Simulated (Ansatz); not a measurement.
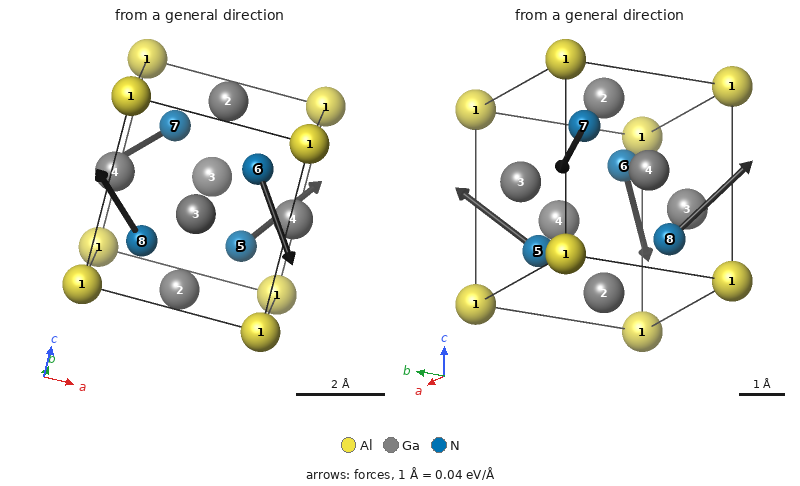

View from two general directions, drawn as a spheres-only model. One simulation cell is outlined, and atoms on its boundary appear in each equivalent place. The arrows are the computed forces on the atoms.

System: AlGa3N4. Computational set-up: Ansatz, DFT r2SCAN, scalar-relativistic, plane waves, PAW, E_cut = 500 eV, Brillouin-zone sampling on a 6×6×6 mesh, Gaussian smearing of 0.05 eV, no spin polarisation.

### Judging by the arrows, is the geometry relaxed?

No. The atoms still feel forces of up to about 0.089 eV/Å, above a usual threshold of 0.01 to 0.03 eV/Å.

### Where is the maximum force, and how large is it?

All N atoms, about 0.089 eV/Å.

The structure comes from a structure listed in the Materials Project. The cell was then strained or its atoms displaced on purpose. It went into a calculation with Ansatz.
